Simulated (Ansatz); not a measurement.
**Geometry relaxation, with input and output: SnO (part 3 of 3)**

Continued. System: SnO (Cmce, 8 atoms in the cell). Method: DFT PBEsol, scalar-relativistic, plane waves, PAW, no spin polarisation (Ansatz 0.2.0); cutoff 420 eV, 10×10×4 k-mesh, Gaussian smearing of 0.02 eV. The structure derives from a Materials Project entry.

Geometry of the input (Å; fractional positions):
```
2.7369  -2.7378  0.0000
2.7369  2.7378  0.0000
0.0000  0.0000  10.2220
Sn 0.7365  0.2635  0.8639
Sn 0.2635  0.7365  0.1361
Sn 0.7635  0.2365  0.3639
Sn 0.2365  0.7635  0.6361
O  0.2619  0.2381  0.2500
O  0.7381  0.7619  0.7500
O  0.2381  0.2619  0.7500
O  0.7619  0.7381  0.2500
```

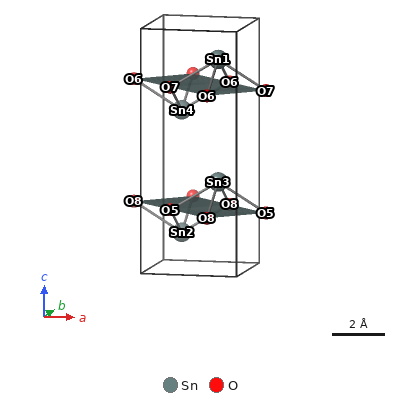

**Figure 1.** The geometry at step 7 of the log (polyhedral view of the cell of the calculation, seen slightly off an axis; polyhedra are completed across the faces of the cell; atoms are numbered from 1 in the order of the input).

## Output, continued
```
--- Forces (eV/Å), atoms counted from 1 ---
  atom   1  Sn     0.00000000     0.00009183     0.00125287
  atom   2  Sn     0.00000000    -0.00009183    -0.00125287
  atom   3  Sn     0.00000000    -0.00009183     0.00125287
  atom   4  Sn     0.00000000     0.00009183    -0.00125287
  atom   5  O      0.00000000     0.00005249     0.00000000
  atom   6  O      0.00000000    -0.00005249    -0.00000000
  atom   7  O      0.00000000    -0.00005249     0.00000000
  atom   8  O      0.00000000     0.00005249    -0.00000000
  max |Σ_I F_I| component: 2.17e-19 eV/Å
--- Stress (GPa, compression-positive) ---
       -0.003185       0.000000      -0.000000
        0.000000      -0.003171      -0.000000
       -0.000000      -0.000000      -0.006693
  P = ⅓ Tr σ = -0.0043 GPa (-0.043 kbar)
--- Band table (eV; the first three rows and the last of 93) ---
  k-point 0: bands = ["-11.8751", "-11.8533", "-11.4481", "-11.4309", "-11.4309", "-11.4262", "-11.3919", "-11.3919", "-11.3837", "-11.3735", "-11.3616", "-11.3463", "-11.3439", "-11.3422", "-11.3375", "-11.3375", "-11.3217", "-11.3160", "-11.2944", "-11.2944", "-10.1102", "-10.0635", "-7.3896", "-7.3885", "0.7268", "2.4248", "3.2291", "3.7473", "3.7473", "3.8842", "3.8842", "6.5075", "6.5896", "6.8783", "6.8783", "6.8971", "6.8971", "7.0786", "7.8702", "10.0760", "11.7097", "12.2281", "12.8546", "12.8546", "13.6304", "14.6090", "14.6275", "14.6275"]
  k-point 1: bands = ["-11.8720", "-11.8567", "-11.4447", "-11.4293", "-11.4269", "-11.4269", "-11.4007", "-11.4007", "-11.3816", "-11.3713", "-11.3671", "-11.3556", "-11.3383", "-11.3331", "-11.3281", "-11.3281", "-11.3239", "-11.3181", "-11.2990", "-11.2990", "-10.1034", "-10.0704", "-7.3895", "-7.3887", "0.8640", "1.8814", "3.7666", "3.7666", "3.8635", "3.8635", "3.9346", "6.2008", "6.5192", "6.5776", "6.8814", "6.8814", "6.8948", "6.8949", "8.6663", "9.9699", "11.6634", "11.9950", "13.0140", "13.0140", "13.8619", "14.1338", "14.1338", "14.6482"]
  k-point 2: bands = ["-11.8645", "-11.8645", "-11.4369", "-11.4369", "-11.4156", "-11.4156", "-11.4156", "-11.4156", "-11.3755", "-11.3755", "-11.3650", "-11.3650", "-11.3299", "-11.3299", "-11.3240", "-11.3240", "-11.3117", "-11.3117", "-11.3117", "-11.3117", "-10.0869", "-10.0869", "-7.3890", "-7.3890", "1.2637", "1.2637", "3.8144", "3.8144", "3.8144", "3.8144", "5.0331", "5.0331", "6.5481", "6.5481", "6.8890", "6.8890", "6.8890", "6.8890", "9.5221", "9.5221", "11.6964", "11.6964", "13.4687", "13.4687", "13.4687", "13.4687", "14.3559", "14.3559"]
  k-point 92: bands = ["-11.8022", "-11.8022", "-11.8022", "-11.8022", "-11.3986", "-11.3986", "-11.3986", "-11.3986", "-11.3628", "-11.3628", "-11.3628", "-11.3628", "-11.3058", "-11.3058", "-11.3058", "-11.3058", "-11.2883", "-11.2883", "-11.2883", "-11.2883", "-8.3177", "-8.3177", "-8.3177", "-8.3177", "0.9622", "0.9622", "0.9622", "0.9622", "4.6367", "4.6367", "4.6367", "4.6367", "7.5672", "7.5672", "7.5672", "7.5672", "7.6891", "7.6891", "7.6891", "7.6891", "10.9007", "10.9007", "10.9007", "10.9007", "15.1801", "15.1801", "15.1801", "15.1801"]
--- Relaxed structure (9 steps of the walk, 9 accepted, 3 SCFs on fresh bases) ---
  F+E_penalty+E_count = -26042.84156221 eV   max|allowed force component| = 1.253e-3 eV/Å   (the final SCF, on the basis selected at the relaxed cell)
  cell:  # Å, volume = 137.6310 Å³
    - [2.691026592932694, -2.691026368080446, 0.0]
    - [2.691026592932694, 2.691026368080446, 0.0]
    - [0.0, 0.0, 9.502769611066988]
  atoms:
    - { symbol: Sn, position: [0.7500077537655832, 0.24999224623441674, 0.871231687884501] }
    - { symbol: Sn, position: [0.24999224623441674, 0.7500077537655832, 0.12876831211549916] }
    - { symbol: Sn, position: [0.7499922462344167, 0.25000775376558326, 0.37123168788450084] }
    - { symbol: Sn, position: [0.25000775376558326, 0.7499922462344167, 0.6287683121154991] }
    - { symbol: O, position: [0.24999582337603118, 0.25000417662396884, 0.25] }
    - { symbol: O, position: [0.7500041766239689, 0.7499958233760311, 0.75] }
    - { symbol: O, position: [0.25000417662396884, 0.24999582337603118, 0.75] }
    - { symbol: O, position: [0.7499958233760311, 0.7500041766239689, 0.25] }
```

## Trajectory as extended XYZ (Å, eV, eV/Å), 12 frames, from step=1 to step=12
```
8
Lattice="2.7369 -2.7378 0.0000 2.7369 2.7378 0.0000 0.0000 0.0000 10.2220" Properties=species:S:1:pos:R:3:forces:R:3 step=1 energy=-26042.68276 pressure_GPa=-4.05
Sn    2.7369   -1.2952    8.8303    0.0000  -0.0421  -0.3816
Sn    2.7369    1.2952    1.3916    0.0000   0.0421   0.3816
Sn    2.7369   -1.4426    3.7193    0.0000   0.0421  -0.3816
Sn    2.7369    1.4426    6.5026    0.0000  -0.0421   0.3816
O     1.3685   -0.0654    2.5555    0.0000   0.0012   0.0000
O     4.1054    0.0654    7.6665    0.0000  -0.0012   0.0000
O     1.3685    0.0654    7.6665    0.0000  -0.0012   0.0000
O     4.1054   -0.0654    2.5555    0.0000   0.0012   0.0000
8
Lattice="2.6743 -2.6753 0.0000 2.6743 2.6753 0.0000 0.0000 0.0000 9.7316" Properties=species:S:1:pos:R:3:forces:R:3 step=2 energy=-26042.85368 pressure_GPa=0.23
Sn    2.6743   -1.3511    8.4679    0.0000  -0.0111  -0.1114
Sn    2.6743    1.3511    1.2637    0.0000   0.0111   0.1114
Sn    2.6743   -1.3242    3.6021    0.0000   0.0111  -0.1114
Sn    2.6743    1.3242    6.1295    0.0000  -0.0111   0.1114
O     1.3371    0.0191    2.4329    0.0000  -0.0289   0.0000
O     4.0114   -0.0191    7.2987    0.0000   0.0289   0.0000
O     1.3371   -0.0191    7.2987    0.0000   0.0289   0.0000
O     4.0114    0.0191    2.4329    0.0000  -0.0289   0.0000
8
Lattice="2.6884 -2.6880 0.0000 2.6884 2.6880 0.0000 0.0000 0.0000 9.6414" Properties=species:S:1:pos:R:3:forces:R:3 step=3 energy=-26042.86015 pressure_GPa=0.39
Sn    2.6884   -1.3112    8.3824    0.0000  -0.0347   0.0857
Sn    2.6884    1.3112    1.2589    0.0000   0.0347  -0.0857
Sn    2.6884   -1.3768    3.5617    0.0000   0.0347   0.0857
Sn    2.6884    1.3768    6.0796    0.0000  -0.0347  -0.0857
O     1.3442   -0.0284    2.4103    0.0000  -0.0010   0.0000
O     4.0326    0.0284    7.2310    0.0000   0.0010   0.0000
O     1.3442    0.0284    7.2310    0.0000   0.0010   0.0000
O     4.0326   -0.0284    2.4103    0.0000  -0.0010   0.0000
8
Lattice="2.6963 -2.6959 0.0000 2.6963 2.6959 0.0000 0.0000 0.0000 9.6052" Properties=species:S:1:pos:R:3:forces:R:3 step=4 energy=-26042.86128 pressure_GPa=-0.02
Sn    2.6963   -1.3658    8.3526    0.0000  -0.0020   0.0521
Sn    2.6963    1.3658    1.2526    0.0000   0.0020  -0.0521
Sn    2.6963   -1.3301    3.5500    0.0000   0.0020   0.0521
Sn    2.6963    1.3301    6.0551    0.0000  -0.0020  -0.0521
O     1.3481    0.0216    2.4013    0.0000  -0.0232   0.0000
O     4.0444   -0.0216    7.2039    0.0000   0.0232   0.0000
O     1.3481   -0.0216    7.2039    0.0000   0.0232   0.0000
O     4.0444    0.0216    2.4013    0.0000  -0.0232   0.0000
8
Lattice="2.6923 -2.6923 0.0000 2.6923 2.6923 0.0000 0.0000 0.0000 9.5880" Properties=species:S:1:pos:R:3:forces:R:3 step=5 energy=-26042.86482 pressure_GPa=-0.09
Sn    2.6923   -1.3449    8.3456    0.0000  -0.0008  -0.0270
Sn    2.6923    1.3449    1.2424    0.0000   0.0008   0.0270
Sn    2.6923   -1.3474    3.5516    0.0000   0.0008  -0.0270
Sn    2.6923    1.3474    6.0364    0.0000  -0.0008   0.0270
O     1.3462   -0.0012    2.3970    0.0000   0.0007   0.0000
O     4.0385    0.0012    7.1910    0.0000  -0.0007   0.0000
O     1.3462    0.0012    7.1910    0.0000  -0.0007   0.0000
O     4.0385   -0.0012    2.3970    0.0000   0.0007   0.0000
8
Lattice="2.6925 -2.6925 0.0000 2.6925 2.6925 0.0000 0.0000 0.0000 9.5834" Properties=species:S:1:pos:R:3:forces:R:3 step=6 energy=-26042.86500 pressure_GPa=0.05
Sn    2.6925   -1.3464    8.3396    0.0000  -0.0001   0.0174
Sn    2.6925    1.3464    1.2438    0.0000   0.0001  -0.0174
Sn    2.6925   -1.3461    3.5479    0.0000   0.0001   0.0174
Sn    2.6925    1.3461    6.0355    0.0000  -0.0001  -0.0174
O     1.3462    0.0002    2.3958    0.0000  -0.0003   0.0000
O     4.0387   -0.0002    7.1875    0.0000   0.0003   0.0000
O     1.3462   -0.0002    7.1875    0.0000   0.0003   0.0000
O     4.0387    0.0002    2.3958    0.0000  -0.0003   0.0000
8
Lattice="2.6923 -2.6923 0.0000 2.6923 2.6923 0.0000 0.0000 0.0000 9.5866" Properties=species:S:1:pos:R:3:forces:R:3 step=7 energy=-26042.86495 pressure_GPa=-0.00
Sn    2.6923   -1.3462    8.3431    0.0000  -0.0002   0.0000
Sn    2.6923    1.3462    1.2435    0.0000   0.0002   0.0000
Sn    2.6923   -1.3462    3.5498    0.0000   0.0002   0.0000
Sn    2.6923    1.3462    6.0368    0.0000  -0.0002   0.0000
O     1.3462    0.0001    2.3967    0.0000  -0.0002   0.0000
O     4.0385   -0.0001    7.1900    0.0000   0.0002   0.0000
O     1.3462   -0.0001    7.1900    0.0000   0.0002   0.0000
O     4.0385    0.0001    2.3967    0.0000  -0.0002   0.0000
8
Lattice="2.6923 -2.6923 0.0000 2.6923 2.6923 0.0000 0.0000 0.0000 9.5866" Properties=species:S:1:pos:R:3:forces:R:3 step=8 energy=-26042.84009 pressure_GPa=-0.26
Sn    2.6923   -1.3462    8.3431    0.0000  -0.0002   0.0039
Sn    2.6923    1.3462    1.2435    0.0000   0.0002  -0.0039
Sn    2.6923   -1.3462    3.5498    0.0000   0.0002   0.0039
Sn    2.6923    1.3462    6.0368    0.0000  -0.0002  -0.0039
O     1.3462    0.0001    2.3967    0.0000  -0.0002   0.0000
O     4.0385   -0.0001    7.1900    0.0000   0.0002   0.0000
O     1.3462   -0.0001    7.1900    0.0000   0.0002   0.0000
O     4.0385    0.0001    2.3967    0.0000  -0.0002   0.0000
8
Lattice="2.6904 -2.6904 0.0000 2.6904 2.6904 0.0000 0.0000 0.0000 9.5174" Properties=species:S:1:pos:R:3:forces:R:3 step=9 energy=-26042.84509 pressure_GPa=0.02
Sn    2.6904   -1.3454    8.2906    0.0000   0.0011   0.0027
Sn    2.6904    1.3454    1.2268    0.0000  -0.0011  -0.0027
Sn    2.6904   -1.3450    3.5319    0.0000  -0.0011   0.0027
Sn    2.6904    1.3450    5.9855    0.0000   0.0011  -0.0027
O     1.3452   -0.0001    2.3793    0.0000   0.0010   0.0000
O     4.0355    0.0001    7.1380    0.0000  -0.0010   0.0000
O     1.3452    0.0001    7.1380    0.0000  -0.0010   0.0000
O     4.0355   -0.0001    2.3793    0.0000   0.0010   0.0000
8
Lattice="2.6904 -2.6904 0.0000 2.6904 2.6904 0.0000 0.0000 0.0000 9.5174" Properties=species:S:1:pos:R:3:forces:R:3 step=10 energy=-26042.84153 pressure_GPa=-0.00
Sn    2.6904   -1.3454    8.2906    0.0000   0.0011   0.0031
Sn    2.6904    1.3454    1.2268    0.0000  -0.0011  -0.0031
Sn    2.6904   -1.3450    3.5319    0.0000  -0.0011   0.0031
Sn    2.6904    1.3450    5.9855    0.0000   0.0011  -0.0031
O     1.3452   -0.0001    2.3793    0.0000   0.0010   0.0000
O     4.0355    0.0001    7.1380    0.0000  -0.0010   0.0000
O     1.3452    0.0001    7.1380    0.0000  -0.0010   0.0000
O     4.0355   -0.0001    2.3793    0.0000   0.0010   0.0000
8
Lattice="2.6910 -2.6910 0.0000 2.6910 2.6910 0.0000 0.0000 0.0000 9.5028" Properties=species:S:1:pos:R:3:forces:R:3 step=11 energy=-26042.84201 pressure_GPa=-0.00
Sn    2.6910   -1.3456    8.2791    0.0000   0.0001   0.0012
Sn    2.6910    1.3456    1.2237    0.0000  -0.0001  -0.0012
Sn    2.6910   -1.3455    3.5277    0.0000  -0.0001   0.0012
Sn    2.6910    1.3455    5.9750    0.0000   0.0001  -0.0012
O     1.3455    0.0000    2.3757    0.0000   0.0001   0.0000
O     4.0365    0.0000    7.1271    0.0000  -0.0001   0.0000
O     1.3455    0.0000    7.1271    0.0000  -0.0001   0.0000
O     4.0365    0.0000    2.3757    0.0000   0.0001   0.0000
8
Lattice="2.6910 -2.6910 0.0000 2.6910 2.6910 0.0000 0.0000 0.0000 9.5028" Properties=species:S:1:pos:R:3:forces:R:3 step=12 energy=-26042.84156 pressure_GPa=-0.00
Sn    2.6910   -1.3456    8.2791    0.0000   0.0001   0.0013
Sn    2.6910    1.3456    1.2237    0.0000  -0.0001  -0.0013
Sn    2.6910   -1.3455    3.5277    0.0000  -0.0001   0.0013
Sn    2.6910    1.3455    5.9750    0.0000   0.0001  -0.0013
O     1.3455    0.0000    2.3757    0.0000   0.0001   0.0000
O     4.0365    0.0000    7.1271    0.0000  -0.0001   0.0000
O     1.3455    0.0000    7.1271    0.0000  -0.0001   0.0000
O     4.0365    0.0000    2.3757    0.0000   0.0001   0.0000
```

## Key numbers

```json
{"quantity": "outcome", "value": "converged"}
{"quantity": "space group (tolerance 0.01 Å)", "value": "Cmce (64) → P4/nmm (129)"}
{"quantity": "electrons treated", "value": "80"}
{"quantity": "free energy", "value": "−26042.8416 eV"}
{"quantity": "Fermi energy", "value": "10.090 eV"}
{"quantity": "gap on the k-point mesh", "value": "none (metallic)"}
{"quantity": "pressure", "value": "0.00 GPa"}
{"quantity": "final volume", "value": "137.63 Å³"}
{"quantity": "largest force (length of the vector) at the end", "value": "0.001 eV/Å"}
{"quantity": "final cell", "value": "a = 3.806 Å, b = 3.806 Å, c = 9.503 Å, α = 90.00°, β = 90.00°, γ = 90.00°"}
{"quantity": "hardware", "value": "2 threads of Intel Xeon @ 2.90GHz (Ice Lake), 32 GiB of memory available, shared host"}
{"quantity": "wall time", "value": "2.7 min (CPU time 5.3 min)"}
{"quantity": "peak memory", "value": "0.83 GiB"}
```
